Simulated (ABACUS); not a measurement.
System: RbCl, space group Fm-3m (No. 225).

The given structure:
```
Rb Cl
1.0
     0.00000    3.27400    3.27400
     3.27400    0.00000    3.27400
     3.27400    3.27400    0.00000
Rb Cl
1 1
Direct
  0.00000 0.00000 0.00000
  0.50000 0.50000 0.50000
```

Calculation (ABACUS 3.10.1): DFT in plane waves or numerical atomic orbitals with pseudopotentials, no spin polarisation; energies at scaled volumes of the given cell, shape and fractions fixed, counted from the fit's minimum, third-order Birch-Murnaghan fit. Level: PBEsol.

| setting | value |
| --- | --- |
| k mesh | 6×6×6 |
| occupations | Fermi–Dirac |
| smearing width | 0.05 eV |
| potentials | SSSP 1.3 efficiency PBE |
| wave cutoff | 748.3 eV |
| density cutoff | 5987 eV |
| program settings | basis pw |

Describe the result: the energy and pressure against volume. The volume takes the values 32.99, 34.39, 35.80, 37.20 Å³/atom.

A third-order Birch–Murnaghan fit gives V0 = 35.09 Å³/atom, B0 = 16.5 GPa and B′ = 5.2. The energy is 7.39 meV/atom at volume 32.99 Å³/atom and 5.78 meV/atom at 37.20 Å³/atom; the lowest computed point is at volume 35.80 Å³/atom (0.70 meV/atom), and no other minimum shows. The pressure falls from 1.19 GPa at volume 32.99 Å³/atom to −0.83 GPa at 37.20 Å³/atom, and changes sign near 35.1 Å³/atom.

| volume (Å³/atom) | energy (meV/atom) | pressure (GPa) |
| --- | --- | --- |
| 32.99 | 7.39 | 1.19 |
| 34.39 | 0.75 | 0.34 |
| 35.80 | 0.70 | −0.32 |
| 37.20 | 5.78 | −0.83 |

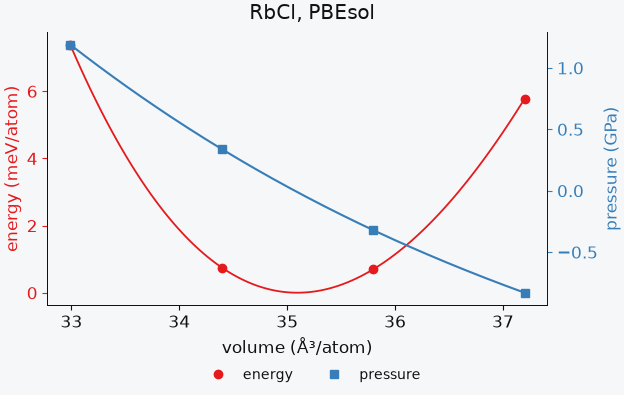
